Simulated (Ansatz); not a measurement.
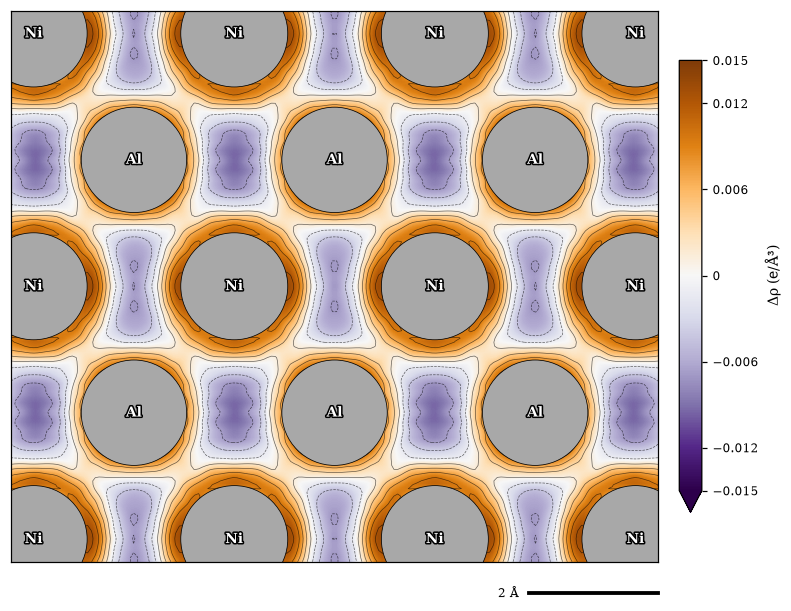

AlNi. Difference of the valence pseudo-densities of two functionals at the same geometry, on the (110) plane of the calculation cell: one of LDA and r2SCAN less the other.

Both computed with Ansatz (plane waves, PAW), on the same k-point mesh. Grey discs cover the atomic cores.

Q: Which was subtracted from which, and what does the map show?

A: It is LDA less r2SCAN. Against r2SCAN, LDA gives more density around Ni (+0.008 e/Å³ on average at 1.0 Å from the nucleus).
